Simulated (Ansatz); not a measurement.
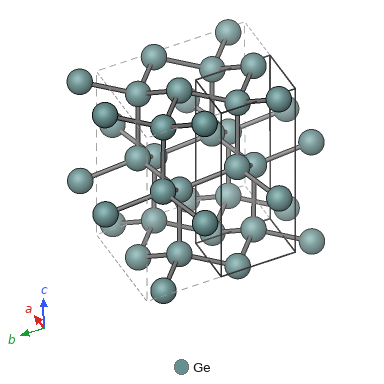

Structure drawing (ball-and-stick), viewed from a general direction. One simulation cell is drawn solid; the view covers 2×2×1 cells. Atoms just outside the outline that bond to atoms inside are added.

Input used:
```yaml
crystal:
  lattice:
    - [4.1494941052, -0.0173095467, 0.0053167892]
    - [-2.0897375598, 3.6195321357, -0.0106210196]
    - [0.0087771727, -0.0151785693, 6.9656434262]
  atoms:
    - { symbol: Ge, position: [0.6664648824, 0.3361685311, 0.0539857696] }
    - { symbol: Ge, position: [0.3335351176, 0.6697036487, 0.5539857696] }
    - { symbol: Ge, position: [0.6664648824, 0.3302963513, 0.4460142304] }
    - { symbol: Ge, position: [0.3335351176, 0.6638314689, 0.9460142304] }
basis:
  ecutwfc: 420
kpoints:
  mp_grid: { grid: [10, 10, 6] }
hamiltonian:
  xc: pbe
scf:
  occupations: { method: gaussian, width: 0.1 }
output:
  forces: true
  stress: true
  eigenvalues: true
  populations: true
```
Run as:
```sh
ansatz run input.yaml --threads 1 --pin off --max-ram 1331MiB --backend cpu --events-out ev --progress --plain --runs-dir out
```

Electronic-structure method: DFT PBE, scalar-relativistic, plane waves, PAW (Ansatz 0.2.0). Parameters: a basis cut at 420 eV, Brillouin-zone sampling on a 10×10×6 mesh, Gaussian smearing of 0.1 eV, no spin polarisation.

> How large a gap does the method give, if there is one?

A metal: bands cross the Fermi level.

> Which way would the volume go on relaxing?

The computed pressure is -3.7 GPa (stretched: it would shrink). The stress isn't hydrostatic: its largest component is 6.4 GPa.

The structure comes from a structure listed in the Materials Project. The cell was then strained or its atoms displaced on purpose. Ansatz was used for an electronic-structure calculation on it.

At this level of theory the cell isn't at rest (forces up to 0.8 eV/Å), so its distances can differ from those at equilibrium, the more so the softer the solid.
